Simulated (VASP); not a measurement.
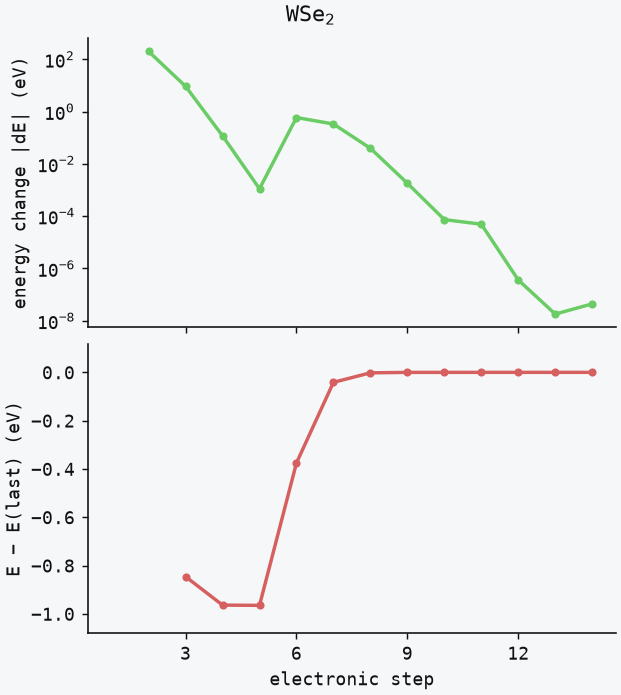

Figure. Electronic steps of a calculation: energy change |dE|, free energy less its last value. The run: WSe$_{2}$ (Fm-3m, 3 atoms in the cell), by DFT, LDA, plane waves, PAW in VASP; cutoff 520 eV, 8×8×8 k-mesh, Fermi–Dirac smearing of 0.02 eV. The first two energies lie far off the scale and aren't drawn.

Converged, in 14 steps. The energy change falls unevenly and jumps up by a factor of two or more twice on the way down, most sharply at step 6 (by about 3 orders of magnitude). The jump at step 6 comes where the charge density, held fixed for the first 5 steps, starts to be updated. The energy change starts near 200 and ends near 4 × 10⁻⁸ eV.
